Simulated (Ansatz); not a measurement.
## Two runs on TiSe

System: TiSe (P4/nmm, 4 atoms in the cell).
Method of the first run: Kohn-Sham DFT of a periodic cell, HSE06, Ansatz PAW, no spin polarisation (Ansatz 0.2.0).

The structure derives from a Materials Project entry. Text and figures count atoms from 1; the logs count them from 0 in places.

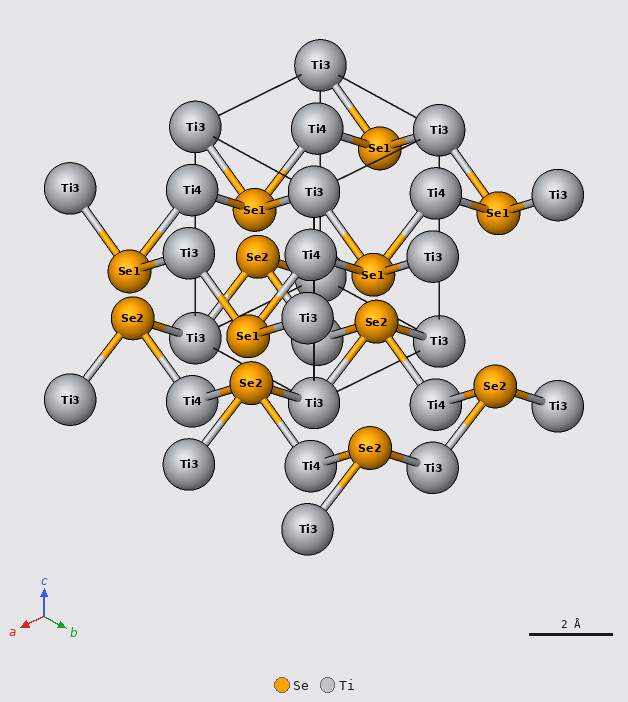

**Figure 1.** The input geometry (ball-and-stick view of the cell of the calculation, repeated 2 × 2 × 1, seen at an oblique angle; atoms are numbered from 1 in the order of the input). An atom can appear more than once, as a periodic image. Near neighbours in the periodic cell (some may lie outside the picture): Se has 4 Ti at 2.53 Å; Ti has 4 Se at 2.53 Å.

### Input, the first run
```yaml
crystal:
  lattice:
    - [4.178357, 0.0, 0.0]
    - [0.0, 4.178357, 0.0]
    - [0.0, 0.0, 5.984423]
  atoms:
    - { symbol: Se, position: [0.0, 0.5, 0.760556] }
    - { symbol: Se, position: [0.5, 0.0, 0.239444] }
    - { symbol: Ti, position: [0.0, 0.0, 0.0] }
    - { symbol: Ti, position: [0.5, 0.5, 0.0] }
hamiltonian:
  xc: hse06
  pseudopotentials: { kind: paw }
kpoints:
  mp_grid: { grid: [4, 4, 4] }
scf:
  occupations: { method: fermi_dirac, width: 0.05 }
output:
  forces: true
  stress: true
  eigenvalues: true
relax:
  f_tol: 0.01
  max_steps: 40
  cell: { stress_tol: 0.05 }
```

Hardware: 1 × NVIDIA H100 80GB HBM3, 2 threads of AMD EPYC (Zen 3), 264 GiB of memory available, shared host.

### Output, shortened to warnings, some set-up lines, iterations and results (the first run)
```
Basis set: ecut = 420 eV, 1989 PW (Γ), exchange–correlation on 60×60×90 points (8 copies of the dense FFT grid, shifted against one another)
Symmetry: 16 space group operations
k-points: 18 of 64
Initial density: superposition of atomic densities (neutral atoms: chi_scale 0, normalization atom), corrected by the library's trained network
[...]
SCF iter   1: F=—  HF=-15940.793148 eV  |F-HF|=—  |Δ(HF+E_count)|=         —  Δρ=3.94e-3  dr2=1.19e-2  ethr=1.77e-3  ⟨swp⟩=5.9  Hψ=2391  notcnv=0
SCF iter   2: F=—  HF=-15940.793570 eV  |F-HF|=—  |Δ(HF+E_count)|=   4.22e-4  Δρ=1.83e-3  dr2=2.20e-3  ethr=2.12e-5  ⟨swp⟩=4.3  Hψ=1617  notcnv=0  defer=1
SCF iter   3: F=—  HF=-15940.795195 eV  |F-HF|=—  |Δ(HF+E_count)|=   1.63e-3  Δρ=9.40e-4  dr2=1.97e-3  ethr=3.93e-6  ⟨swp⟩=4.8  Hψ=1424  notcnv=0
SCF iter   4: F=—  HF=-15940.795050 eV  |F-HF|=—  |Δ(HF+E_count)|=   1.46e-4  Δρ=3.74e-4  dr2=2.55e-4  ethr=3.53e-6  ⟨swp⟩=4.7  Hψ=1424  notcnv=0
SCF iter   5: F=—  HF=-15940.795069 eV  |F-HF|=—  |Δ(HF+E_count)|=   1.90e-5  Δρ=1.00e-4  dr2=9.28e-6  ethr=2.61e-8  ⟨swp⟩=4.4  Hψ=2759  notcnv=0
[... 93 lines ...]
SCF 14 converged in 7 iterations: F = -15942.608722 eV  dr2 = 2.15e-11
SCF iter   1: F=—  HF=-15942.608722 eV  |F-HF|=—  |Δ(HF+E_count)|=         —  Δρ=6.24e-7  dr2=1.94e-10  ethr=2.80e-11  ⟨swp⟩=13.2  Hψ=2037  notcnv=0
SCF iter   2: F=-15942.608722 eV  HF=-15942.608722 eV  |F-HF|=1.26e-10  |Δ(HF+E_count)|=   2.44e-9  Δρ=1.78e-7  dr2=1.92e-11  ethr=1.18e-12 (applied; sched 1.00e-12)  …
SCF 15 converged in 2 iterations: F = -15942.608722 eV  dr2 = 1.92e-11
relax step   4: F+E_penalty+E_count = -15942.60872235 eV  Δ(F+E_penalty+E_count) = +2.934e-4 eV  max|allowed force component| = 2.952e-3 eV/Å  Δτ_max = 0.0000 Å  P = -0.004 …
basis re-selected at this cell: Δ(F+E_penalty+E_count) = +2.934e-4 eV, ΔP = +0.002 GPa vs the last step (what re-selecting the basis moved, of the pressure what is left beyond the Pulay correction that the steps carried, after the strain that the cell walked since its last selection, with what the …
hybrid SCF converged: 2 outer / 9 inner (+0 warm-up), last move |dexx| = 8.42e-11 eV, tail = 4.76e-11 eV
Stability not checked: this state was not tested for a lower state beside it, because the functional holds exact exchange (a hybrid, or Hartree-Fock), whose exchange loop this test does not read (fock_operator; see scf.lower_state_search)
Free energy (F): -15942.608722 eV
Frozen-core exchange: fock
Harris-Foulkes:  -15942.608722 eV  (|F-HF|=1.26e-10)
Internal energy: -15942.580431 eV  (E = F + TS)
E sigma→0 (E₀):  -15942.594577 eV
Entropy (-TS):   -0.028292 eV (-7.073 meV/atom)
Fermi energy:    8.332183 eV
--- Per-component energies (eV) ---
  E_band       = -1400.019698
  E_kinetic    = 783.776586
  E_local      = -8445.117529  (includes V_loc(G=0)·N_el)
  E_nonlocal   = -1179.295440
  E_hartree    = 3966.253634
  E_xc         = -325.843691
  E_vxc        = -353.671522  (∫ρ·V_xc dr)
  E_exx        = -215.815431  (= α·E_x^exact, valence–valence)
  E_paw        = -5778.568698  (= ΣΔE_a)
  E_vpaw       = 293.412843  (= ΣTr[D̂ρ^β])
  E_aug_tail   = -0.000942  (compensation charges beyond the density's cutoff)
  E_ewald      = -4745.483084
  E_core_change = -2.485836  (= ΣΔE_core)
  E_smearing   = -0.028292  (= −TS)
  E_closure    = 0.000000  (closes the sum)
  Σ components = -15942.608722   (vs F -15942.608722, Δ=0.00e0)
--- Forces (eV/Å), atoms counted from 1 ---
  atom   1  Se     0.00000000     0.00000000     0.00295177
  atom   2  Se     0.00000000     0.00000000    -0.00295177
  atom   3  Ti     0.00000000     0.00000000    -0.00000000
  atom   4  Ti     0.00000000     0.00000000     0.00000000
  max |Σ_I F_I| component: 1.67e-16 eV/Å
--- Stress (GPa, compression-positive) ---
       -0.029128       0.000000       0.000000
        0.000000      -0.029128       0.000000
        0.000000       0.000000       0.047638
  P = ⅓ Tr σ = -0.0035 GPa (-0.035 kbar)
--- Relaxed structure (3 steps of the walk, 3 accepted, 1 SCFs on fresh bases) ---
[...]
```

For the second run the input was changed thus:
```diff
-  xc: hse06
+  xc: pbe0
```

Predict how the results change.

The total energies belong to different methods, so their difference says nothing on which is more stable or more accurate. The volume per atom goes from 25.64 to 25.31 Å³. The functional changes from HSE06 to PBE0. On the same kind of shared host the second run took about 1.5 times as long.

### Output, shortened to warnings, some set-up lines, iterations and results (the second run)
```
Basis set: ecut = 420 eV, 1989 PW (Γ), exchange–correlation on 60×60×90 points (8 copies of the dense FFT grid, shifted against one another)
Symmetry: 16 space group operations
k-points: 18 of 64
Initial density: superposition of atomic densities (neutral atoms: chi_scale 0, normalization atom), corrected by the library's trained network
[...]
SCF iter   1: F=—  HF=-15940.792729 eV  |F-HF|=—  |Δ(HF+E_count)|=         —  Δρ=3.94e-3  dr2=1.18e-2  ethr=1.77e-3  ⟨swp⟩=5.9  Hψ=2390  notcnv=0
SCF iter   2: F=—  HF=-15940.793154 eV  |F-HF|=—  |Δ(HF+E_count)|=   4.25e-4  Δρ=1.83e-3  dr2=2.20e-3  ethr=2.11e-5  ⟨swp⟩=4.3  Hψ=1618  notcnv=0  defer=1
SCF iter   3: F=—  HF=-15940.794778 eV  |F-HF|=—  |Δ(HF+E_count)|=   1.62e-3  Δρ=9.34e-4  dr2=1.94e-3  ethr=3.92e-6  ⟨swp⟩=4.8  Hψ=1422  notcnv=0
SCF iter   4: F=—  HF=-15940.794639 eV  |F-HF|=—  |Δ(HF+E_count)|=   1.39e-4  Δρ=3.77e-4  dr2=2.60e-4  ethr=3.47e-6  ⟨swp⟩=4.7  Hψ=1429  notcnv=0
SCF iter   5: F=—  HF=-15940.794656 eV  |F-HF|=—  |Δ(HF+E_count)|=   1.73e-5  Δρ=1.00e-4  dr2=9.39e-6  ethr=2.63e-8  ⟨swp⟩=4.5  Hψ=2755  notcnv=0
[... 168 lines ...]
SCF iter   1: F=—  HF=-15942.817184 eV  |F-HF|=—  |Δ(HF+E_count)|=         —  Δρ=9.16e-7  dr2=7.86e-10  ethr=1.70e-10  ⟨swp⟩=12.7  Hψ=1980  notcnv=0
SCF iter   2: F=—  HF=-15942.817184 eV  |F-HF|=—  |Δ(HF+E_count)|=  1.89e-10  Δρ=2.35e-7  dr2=4.48e-11  ethr=1.33e-12  ⟨swp⟩=4.0  Hψ=1891  notcnv=0
SCF iter   3: F=-15942.817184 eV  HF=-15942.817184 eV  |F-HF|=3.64e-12  |Δ(HF+E_count)|=  3.64e-12  Δρ=3.19e-8  dr2=2.45e-11  ethr=1.00e-12  ⟨swp⟩=2.0  Hψ=1123  notcnv=0
SCF 23 converged in 3 iterations: F = -15942.817184 eV  dr2 = 2.45e-11
relax step   6: F+E_penalty+E_count = -15942.81718404 eV  Δ(F+E_penalty+E_count) = +5.400e-4 eV  max|allowed force component| = 5.043e-3 eV/Å  Δτ_max = 0.0000 Å  P = +0.027 …
basis re-selected at this cell: Δ(F+E_penalty+E_count) = +5.400e-4 eV, ΔP = +0.004 GPa vs the last step (what re-selecting the basis moved, of the pressure what is left beyond the Pulay correction that the steps carried, after the strain that the cell walked since its last selection, with what the …
hybrid SCF converged: 2 outer / 11 inner (+0 warm-up), last move |dexx| = 2.56e-10 eV, tail = 5.50e-11 eV
Stability not checked: this state was not tested for a lower state beside it, because the functional holds exact exchange (a hybrid, or Hartree-Fock), whose exchange loop this test does not read (fock_operator; see scf.lower_state_search)
Free energy (F): -15942.817184 eV
Frozen-core exchange: fock
Harris-Foulkes:  -15942.817184 eV  (|F-HF|=3.64e-12)
Internal energy: -15942.802758 eV  (E = F + TS)
E sigma→0 (E₀):  -15942.809971 eV
Entropy (-TS):   -0.014426 eV (-3.606 meV/atom)
Fermi energy:    8.582077 eV
--- Per-component energies (eV) ---
  E_band       = -1414.142639
  E_kinetic    = 783.895086
  E_local      = -8337.654697  (includes V_loc(G=0)·N_el)
  E_nonlocal   = -1178.803769
  E_hartree    = 3916.551943
  E_xc         = -312.308684
  E_vxc        = -341.555873  (∫ρ·V_xc dr)
  E_exx        = -238.927691  (= α·E_x^exact, valence–valence)
  E_paw        = -5769.645251  (= ΣΔE_a)
  E_vpaw       = 304.729050  (= ΣTr[D̂ρ^β])
  E_aug_tail   = -0.000917  (compensation charges beyond the density's cutoff)
  E_ewald      = -4803.382583
  E_core_change = -2.526195  (= ΣΔE_core)
  E_smearing   = -0.014426  (= −TS)
  E_closure    = -0.000000  (closes the sum)
  Σ components = -15942.817184   (vs F -15942.817184, Δ=0.00e0)
--- Forces (eV/Å), atoms counted from 1 ---
  atom   1  Se    -0.00000000     0.00000000    -0.00504250
  atom   2  Se     0.00000000     0.00000000     0.00504250
  atom   3  Ti     0.00000000     0.00000000    -0.00000000
  atom   4  Ti    -0.00000000     0.00000000     0.00000000
  max |Σ_I F_I| component: 0.00e0 eV/Å
--- Stress (GPa, compression-positive) ---
        0.034521      -0.000000      -0.000000
       -0.000000       0.034521       0.000000
[...]
```

### The two runs side by side

```tsv
quantity	the first run	the second run
outcome	converged	converged
free energy per atom (eV)	−3985.6522	−3985.7043
energy per atom, smearing taken to zero (eV)	−3985.6486	−3985.7025
gap on the mesh (eV)	0.00	0.00
pressure (GPa)	0.00	0.03
volume per atom (Å³)	25.64	25.31
largest force (eV/Å)	0.003	0.005
irreducible k-points	18	18
wall time (shared host)	62 s	92 s
```
